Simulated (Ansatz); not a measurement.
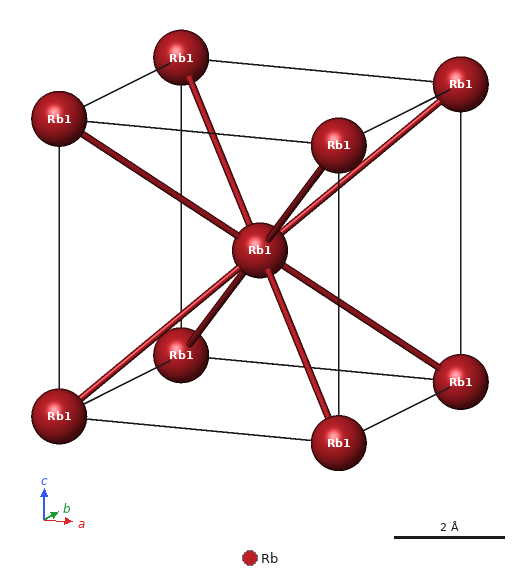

The starting point is solid Rb (set up in Im-3m). The picture is a ball-and-stick view of the conventional cell (2 times the calculation's cell), seen slightly off an axis. Lengths and directions refer to the drawn axes.

Method: DFT PBEsol, scalar-relativistic, plane waves, PAW in Ansatz. Settings: plane-wave cutoff 420 eV; occupations gaussian; smearing width 0.1 eV; no spin polarisation. The k-mesh is chosen for each cell (10×10×10, 12×12×12).

Change: Every rubidium atom is replaced by potassium, which gives K. Cell and atoms are relaxed again (to zero pressure within 0.1 GPa, forces under 0.01 eV/Å).

The input:
```yaml
crystal:
  lattice:
    - [-2.6301727157, 2.6301727157, 2.6301727157]
    - [2.6301727157, -2.6301727157, 2.6301727157]
    - [2.6301727157, 2.6301727157, -2.6301727157]
  atoms:
    - { symbol: K, position: [0.0, 0.0, 0.0] }
basis:
  ecutwfc: 420
kpoints:
  mp_grid: { grid: [12, 12, 12] }
hamiltonian:
  xc: pbesol
scf:
  occupations: { method: gaussian, width: 0.1 }
output:
  forces: true
  stress: true
  eigenvalues: true
relax:
  adjacent_minimum: "off"
  f_tol: 0.01
  max_steps: 60
  cell: { stress_tol: 0.1 }
```

Run as
```bash
ansatz run input.yaml --threads 1 --pin off --max-ram 2560MiB --backend cpu --events-out ev --progress --plain --runs-dir out
```

**Predict the response.**

The volume per atom goes from 86.49 to 72.78 Å³. The drawn cell changes as follows: a = b = c 5.572 → 5.260 Å (−5.6 %); the volume changes by −15.9 %. The space group stays Im-3m (No. 229).

The changed structure in the same view:

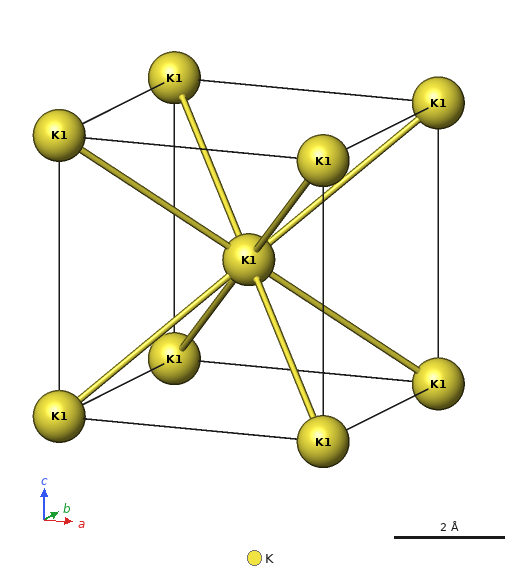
